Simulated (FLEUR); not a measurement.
# A series of single points on Li

System: Li (1 atom in the cell).
Method: Kohn-Sham DFT of a periodic cell, RPBE, all-electron, no spin polarisation (FLEUR MaX-R8.1 (later development tree)).

The 5 runs differ only in the geometry, by an even scaling of the cell at fixed fractional positions. The structure derives from an entry of the Crystallography Open Database.

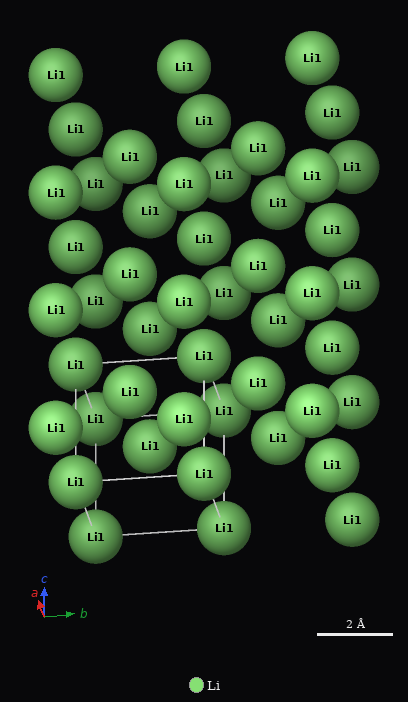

Figure 1. The structure of run 3 (spheres-only view of the cell 2 times as large as that of the calculation, set on its symmetry axes, repeated 2 × 2 × 3, seen at an oblique angle; atoms are numbered from 1 in the order of the input).

### Input of run 3
```
<?xml version="1.0" encoding="UTF-8" standalone="no"?>
<fleurInput fleurInputVersion="0.39">
   <comment>
      Li                                                                                                  
   </comment>
   <calculationSetup>
      <cutoffs Kmax="4.5" Gmax="22.5" GmaxXC="22.5" numbands="0"/>
      <scfLoop itmax="60" minDistance="0.00001" maxIterBroyd="15" imix="Anderson" alpha="0.05" precondParam="0.0" spinf="2.0" sdNocoIR="T"/>
      <coreElectrons ctail="T" frcor="F" kcrel="0" coretail_lmax="0"/>
      <xcFunctional name="Rpbe" relativisticCorrections="F"/>
      <magnetism jspins="1"/>
      <soc l_soc="F" theta="0.0" phi="0.0" spav="F"/>
      <expertModes spex="0" secvar="F"/>
      <geometryOptimization l_f="F" forcealpha="1.0" forcemix="BFGS" epsdisp="0.00001" epsforce="0.00001"/>
      <ldaU l_linMix="F" mixParam="0.05" spinf="1.0"/>
   </calculationSetup>
   <cell>
      <bzIntegration valenceElectrons="3.0" mode="hist" fermiSmearingEnergy="0.00073499">
         <kPointListSelection listName="default-1"/>
         <!-- k-points included here -->
         <xi:include xmlns:xi="http://www.w3.org/2001/XInclude" href="kpts.xml"> </xi:include>
      </bzIntegration>
      <!-- symmetry operations included here -->
      <xi:include xmlns:xi="http://www.w3.org/2001/XInclude" href="sym.xml"> </xi:include>
      <bulkLattice scale="1.0000000000">
         <bravaisMatrix>
            <row-1>   -3.3158079445293898     3.3158079445293898     3.3158079445293898</row-1>
            <row-2>    3.3158079445293898    -3.3158079445293898     3.3158079445293898</row-2>
            <row-3>    3.3158079445293898     3.3158079445293898    -3.3158079445293898</row-3>
         </bravaisMatrix>
      </bulkLattice>
   </cell>
   <atomSpecies>
      <species name="Lithium (Li)" element="Li" atomicNumber="3">
         <mtSphere radius="2.61" gridPoints="879" logIncrement="0.012"/>
         <atomicCutoffs lmax="10" lnonsphr="8"/>
         <electronConfig flipSpins="F">
            <coreConfig></coreConfig>
            <valenceConfig>(1s1/2) (2s1/2)</valenceConfig>
            <stateOccupation state="(2s1/2)" spinUp="0.500000" spinDown="0.500000"/>
         </electronConfig>
         <energyParameters s="2" p="2" d="3" f="4"/>
         <lo type="SCLO" l="0" n="1" eDeriv="0"/>
         <lo type="SCLO" l="1" n="2" eDeriv="2"/>
         <lo type="SCLO" l="2" n="3" eDeriv="2"/>
      </species>
   </atomSpecies>
   <atomGroups>
      <atomGroup species="Lithium (Li)">
         <relPos label="                   1">.0000000000 .0000000000 .0000000000</relPos>
         <force calculate="T" relaxXYZ="TTT"/>
      </atomGroup>
   </atomGroups>
   <output dos="F" band="F" slice="F">
      <checks vchk="F" cdinf="F"/>
      <bandDOS minEnergy="-.5*Htr" maxEnergy="0.5*Htr" sigma="0.015" storeEVData="T"/>
      <vacuumDOS vacdos="F" integ="F" star="F" nstars="0" locx1="0.0" locy1="0.0" locx2="0.0" locy2="0.0" nstm="0" tworkf="0.0"/>
      <unfoldingBand unfoldBand="F" supercellX="1" supercellY="1" supercellZ="1"/>
      <plotting iplot="0" polar="F">
         <plot TwoD="T" vec1="  1.0  0.0  0.0" vec2="  0.0  1.0  0.0" vec3="  0.0  0.0  1.0" zero="  0.0  0.0  0.0" file="plot"/>
      </plotting>
      <chargeDensitySlicing numkpt="0" minEigenval="0.0" maxEigenval="0.0" nnne="0" pallst="F"/>
      <specialOutput eonly="F"/>
      <moessbauerParams electricFieldGradient="T" isomerShift="T" coreHyperfine="T" valenceHyperfine="T"/>
      <magneticCircularDichroism mcd="F" energyLo="-10.0" energyUp="0.0"/>
   </output>
  <!-- We include the file relax.xml here to enable relaxations (see documentation) -->
  <xi:include xmlns:xi="http://www.w3.org/2001/XInclude" href="relax.xml"> <xi:fallback/> </xi:include>
</fleurInput>
```

Command:
```bash
inpgen -f crystal.txt -profile moderate; fleur_MPI
```

Lattice vectors (Å) and fractional positions of run 3:
```
  -1.754650    1.754650    1.754650
   1.754650   -1.754650    1.754650
   1.754650    1.754650   -1.754650
Li  0.000000  0.000000  0.000000
```

Run 2 has the same physical settings and fractional positions; its lattice vectors (Å) are:
```
  -1.730936    1.730936    1.730936
   1.730936   -1.730936    1.730936
   1.730936    1.730936   -1.730936
```

### Results, with one run withheld

```tsv
run	volume per atom (Å³)	free energy per atom, from the lowest run given (meV)
1	20.312	0.67
2	20.744	?
3	21.609	0.00
4	22.473	2.96
5	22.905	5.29
```

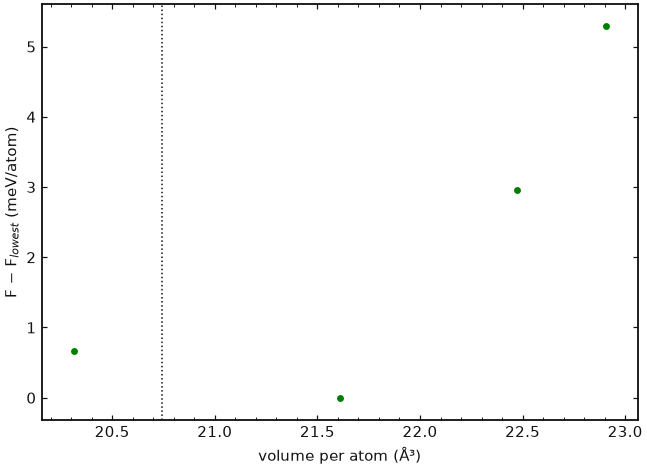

Figure 2. Free energy per atom of the runs given; the dotted line marks run 2.

Fit the runs given and predict run 2.

A quadratic polynomial in V^(−2/3) (the Birch–Murnaghan form), fitted to the 4 runs given, misses them by at most 0.01 meV per atom. With x = V^(−2/3) − 0.12820 Å⁻², it reads F = 0.40624 − 669 x + 1.1622e+05 x² (meV per atom). At run 2 it gives −0.34 meV per atom, and the run itself gives −0.31. The fit has its minimum at 21.072 Å³ per atom, where V d²F/dV² gives 13.5 GPa: the bulk modulus at this level, since symmetry fixes the shape and the positions.

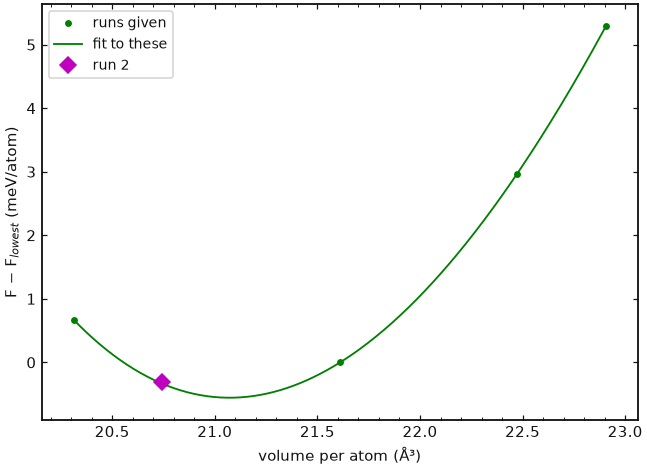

Figure 3. The fit and the withheld run.

### Output (run 2)
```
Welcome to FLEUR        (www.flapw.de)
      MaX-Release 8.1          (www.max-centre.eu)

 ========== k-point set info ==========
 Selected k-point list: default-1
 k-point list type: mesh
 11 x 11 x 11
 Number of k points: 56

 ------------Calculation Setup---------------------------
 Number of MPI-tasks      :            1
 Number of PE/node        :            1
 Number of OMP-threads    :            1
 Most efficient MPI parallelization for:
           1           2           4           7           8          14          28          56
 Additional eigenvalue parallelization possible
 Number of basis functions:          251
 Approximate size of matrices (H+S) per k-point:         0.001 GB
 --------------------------------------------------------
Nuclear radius smaller than smallest radial mesh point for atom type 1 -- skipping its core isomer shift
Nuclear radius smaller than smallest radial mesh point for atom type 1 -- skipping its isomer shift

 Iteration:     1   Distance:       0.78460628 me/bohr^3
Nuclear radius smaller than smallest radial mesh point for atom type 1 -- skipping its core isomer shift
Nuclear radius smaller than smallest radial mesh point for atom type 1 -- skipping its isomer shift

 Iteration:     2   Distance:       0.73450550 me/bohr^3
Nuclear radius smaller than smallest radial mesh point for atom type 1 -- skipping its core isomer shift
Nuclear radius smaller than smallest radial mesh point for atom type 1 -- skipping its isomer shift

 Iteration:     3   Distance:       0.09229588 me/bohr^3
Nuclear radius smaller than smallest radial mesh point for atom type 1 -- skipping its core isomer shift
Nuclear radius smaller than smallest radial mesh point for atom type 1 -- skipping its isomer shift

 Iteration:     4   Distance:       0.01587542 me/bohr^3
Nuclear radius smaller than smallest radial mesh point for atom type 1 -- skipping its core isomer shift
Nuclear radius smaller than smallest radial mesh point for atom type 1 -- skipping its isomer shift

 Iteration:     5   Distance:       0.00493574 me/bohr^3
Nuclear radius smaller than smallest radial mesh point for atom type 1 -- skipping its core isomer shift
Nuclear radius smaller than smallest radial mesh point for atom type 1 -- skipping its isomer shift

 Iteration:     6   Distance:       0.00023514 me/bohr^3
Nuclear radius smaller than smallest radial mesh point for atom type 1 -- skipping its core isomer shift
Nuclear radius smaller than smallest radial mesh point for atom type 1 -- skipping its isomer shift

 Iteration:     7   Distance:       0.00020255 me/bohr^3
Nuclear radius smaller than smallest radial mesh point for atom type 1 -- skipping its core isomer shift
Nuclear radius smaller than smallest radial mesh point for atom type 1 -- skipping its isomer shift

 Iteration:     8   Distance:       0.00000704 me/bohr^3

 ********************************************************************
 Run finished successfully
 Stop message:
   all done
 ********************************************************************
```
